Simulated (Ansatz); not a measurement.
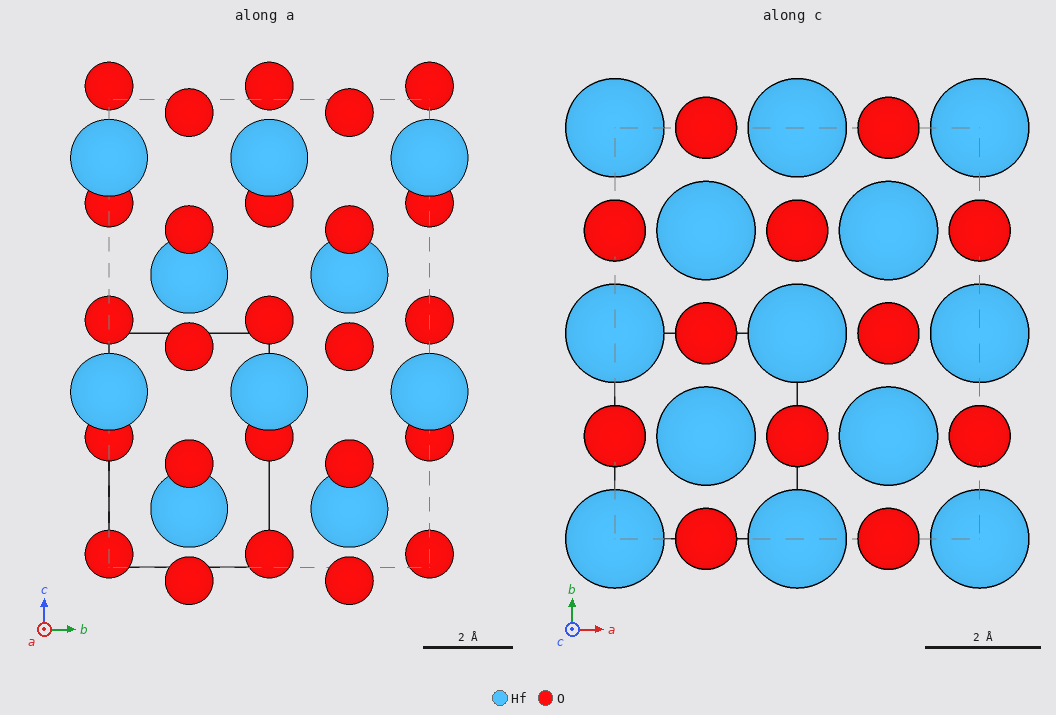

Spheres-only representation of a periodic structure, projected along the a axis and along the c axis. The conventional unit cell (solid box) is repeated to 2×2×2 cells.

HfO₂, space group Pmmn (No. 59), a = 3.20 Å, b = 3.60 Å, c = 5.26 Å, α = 90.00°, β = 90.00°, γ = 90.00°.

The calculation used DFT PBE, scalar-relativistic, plane waves, PAW in Ansatz 0.2.0, with a kinetic-energy cutoff of 420 eV, the zone sampled with 6×6×4 points, Gaussian smearing of 0.05 eV, no spin polarisation.

Q: Classify it as metallic or gapped, with the value.

A: An insulator at this level, with a gap of 4.85 eV on the k-mesh (the true edges may lie between mesh points, so the gap can be somewhat smaller).

Q: What pressure does the calculation give for this cell?

A: The computed pressure is 42.7 GPa (compressed: it would expand). The stress isn't hydrostatic: its largest component is 77.2 GPa.

The cell started as a structure listed in the Materials Project. The cell was then strained or its atoms displaced on purpose. A calculation with Ansatz used it as input.

At this level of theory the cell isn't at rest (compressed, at 43 GPa and forces up to 3.7 eV/Å), so its distances can differ from those at equilibrium, the more so the softer the solid.
